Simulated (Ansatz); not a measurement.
## A series of single points on Sb

System: Sb (Im-3m, 1 atom in the cell).
Method: Kohn-Sham DFT of a periodic cell, PBE, all-electron LAPW, scalar-relativistic, no spin polarisation (Ansatz 0.2.0).

The 7 runs differ only in the geometry, by an even scaling of the cell at fixed fractional positions. The structure derives from a Materials Project entry.

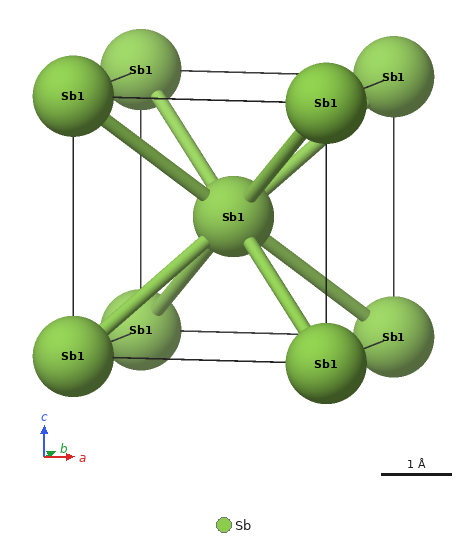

Figure 1. The structure of run 4 (ball-and-stick view of the cell 2 times as large as that of the calculation, set on its symmetry axes, seen slightly off an axis; atoms are numbered from 1 in the order of the input).

**Input of run 4**
```yaml
crystal:
  lattice:
    - [-1.8713408863, 1.8713408863, 1.8713408863]
    - [1.8713408863, -1.8713408863, 1.8713408863]
    - [1.8713408863, 1.8713408863, -1.8713408863]
  atoms:
    - { symbol: Sb, position: [0.0, 0.0, 0.0] }
kpoints:
  mp_grid: { grid: [10, 10, 10] }
scf:
  occupations: { method: fermi_dirac, width: 0.05 }
hamiltonian:
  xc: pbe
  pseudopotentials: { kind: all_electron, lapw: { basis_error: 0.0005 } }
output:
  forces: true
  stress: true
  eigenvalues: true
```

Command:
```bash
ansatz run input.yaml --threads 1 --pin off --max-ram 3072MiB --backend cpu --events-out ev --progress --plain --runs-dir out
```

Run 2 differs from it as follows:
```diff
-    - [-1.8713408863, 1.8713408863, 1.8713408863]
-    - [1.8713408863, -1.8713408863, 1.8713408863]
-    - [1.8713408863, 1.8713408863, -1.8713408863]
+    - [-1.8460493956, 1.8460493956, 1.8460493956]
+    - [1.8460493956, -1.8460493956, 1.8460493956]
+    - [1.8460493956, 1.8460493956, -1.8460493956]
```

**Results, with one run withheld**

```csv
run,volume per atom (Å³),"free energy per atom, from the lowest run given (meV)",pressure (GPa)
1,24.640,66.65,8.24
2,25.165,?,?
3,25.689,24.69,4.70
4,26.213,11.85,3.17
5,26.737,3.77,1.79
6,27.262,0.00,0.54
7,27.786,0.12,−0.59
```

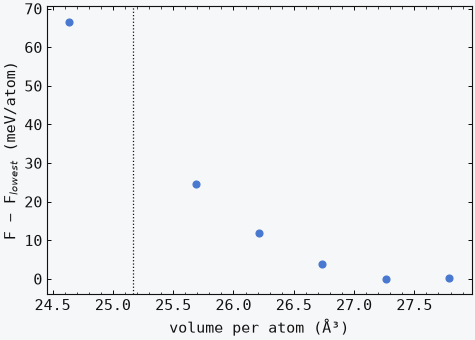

Figure 2. Free energy per atom of the runs given; the dotted line marks run 2.

What should run 2 give?

A cubic polynomial in V^(−2/3) (the Birch–Murnaghan form), fitted to the 6 runs given, misses them by at most 0.01 meV per atom. With x = V^(−2/3) − 0.11292 Å⁻², it reads F = 9.237 + 6092.8 x + 9.6322e+05 x² + 3.7877e+05 x³ (meV per atom). At run 2 it gives 42.75 meV per atom, and the run itself gives 42.78. The slope of the fit gives a pressure −dF/dV of 6.38 GPa there, and the run prints 6.39 GPa. The fit has its minimum at 27.503 Å³ per atom, where V d²F/dV² gives 59.9 GPa: the bulk modulus at this level, since symmetry fixes the shape and the positions.

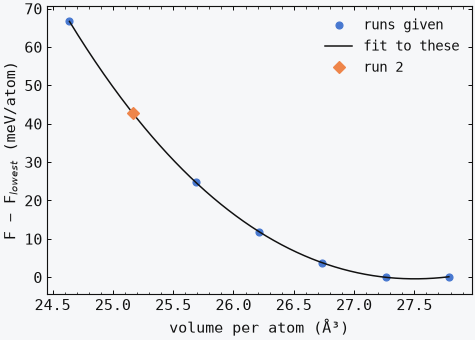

Figure 3. The fit and the withheld run.

**Output, shortened to warnings, some set-up lines, iterations and results (run 2)**
```
Basis set: ecut = 193.65387646730568 eV, 141 PW (Γ), exchange–correlation at level 2
Symmetry: 48 space group operations
k-points: 47 of 1000
Initial density: superposition of atomic densities (chi_scale 0.1, normalization cell)
[...]
SCF iter   1: F=—  HF=-176367.911731 eV  |F-HF|=—  |Δ(HF+E_count)|=         —  Δρ=6.16e-3  dr2=5.11e-3  ethr=2.22e-5  ⟨swp⟩=3.8  Hψ=5493  notcnv=0
SCF iter   2: F=—  HF=-176367.906723 eV  |F-HF|=—  |Δ(HF+E_count)|=   5.01e-3  Δρ=3.93e-3  dr2=2.31e-3  ethr=2.22e-5  ⟨swp⟩=2.0  Hψ=2100  notcnv=0
SCF iter   3: F=—  HF=-176367.907076 eV  |F-HF|=—  |Δ(HF+E_count)|=   3.53e-4  Δρ=1.82e-3  dr2=5.65e-4  ethr=1.00e-5  ⟨swp⟩=2.0  Hψ=2099  notcnv=0
SCF iter   4: F=—  HF=-176367.907286 eV  |F-HF|=—  |Δ(HF+E_count)|=   2.10e-4  Δρ=7.74e-4  dr2=1.12e-4  ethr=2.46e-6  ⟨swp⟩=2.0  Hψ=2099  notcnv=0
SCF iter   5: F=—  HF=-176367.907372 eV  |F-HF|=—  |Δ(HF+E_count)|=   8.63e-5  Δρ=9.24e-5  dr2=1.65e-6  ethr=7.19e-9  ⟨swp⟩=2.1  Hψ=3651  notcnv=0
SCF iter   6: F=—  HF=-176367.907373 eV  |F-HF|=—  |Δ(HF+E_count)|=   1.10e-6  Δρ=2.39e-5  dr2=1.10e-7  ethr=7.19e-9  ⟨swp⟩=2.9  Hψ=2165  notcnv=0
SCF iter   7: F=-176367.907373 eV  HF=-176367.907373 eV  |F-HF|=7.86e-10  |Δ(HF+E_count)|=   3.57e-8  Δρ=5.90e-6  dr2=1.15e-8  ethr=4.78e-10  ⟨swp⟩=2.1  Hψ=2104  notcnv=0
SCF 1 converged in 7 iterations: F = -176367.907373 eV  dr2 = 1.15e-8
SCF converged after 7 iterations
Free energy (F): -176367.907373 eV
Harris-Foulkes:  -176367.907373 eV  (|F-HF|=7.86e-10)
Internal energy: -176367.898103 eV  (E = F + TS)
E sigma→0 (E₀):  -176367.902738 eV
Entropy (-TS):   -0.009270 eV (-9.270 meV/atom)
Fermi energy:    15.888553 eV
--- Per-component energies (eV) ---
  E_band       = -827.418312
  E_kinetic    = 185873.776734
  E_xc         = -4644.337077
  E_electrostatic = -357597.337760  (all electrons and nuclei)
  E_smearing   = -0.009270  (= −TS)
  E_closure    = 0.000000  (closes the sum)
  E_atoms      = -176364.064481  (free atoms, spherical and without spin; not in F)
  Σ components = -176367.907373   (vs F -176367.907373, Δ=0.00e0)
  Basis errors (estimates in eV, not in F): energy 1.3e-4 per atom: plane waves 1.2e-4 (6.3e-5 summed), levels above the bands 4.0e-102, relativity 8.8e-9, radial functions 3.7e-6, core shells 1.4e-10; eigenvalues (radial functions only) 7.0e-5; not estimated: angular momenta, meshes, grids; target …
--- Forces (eV/Å), atoms counted from 1 ---
  atom   1  Sb    -0.00000000    -0.00000000     0.00000000
  max |Σ_I F_I| component: 4.31e-32 eV/Å
--- Stress (GPa, compression-positive) ---
        6.385168       0.000000       0.000000
        0.000000       6.385168       0.000000
        0.000000       0.000000       6.385168
  P = ⅓ Tr σ = 6.3852 GPa (63.852 kbar)
```
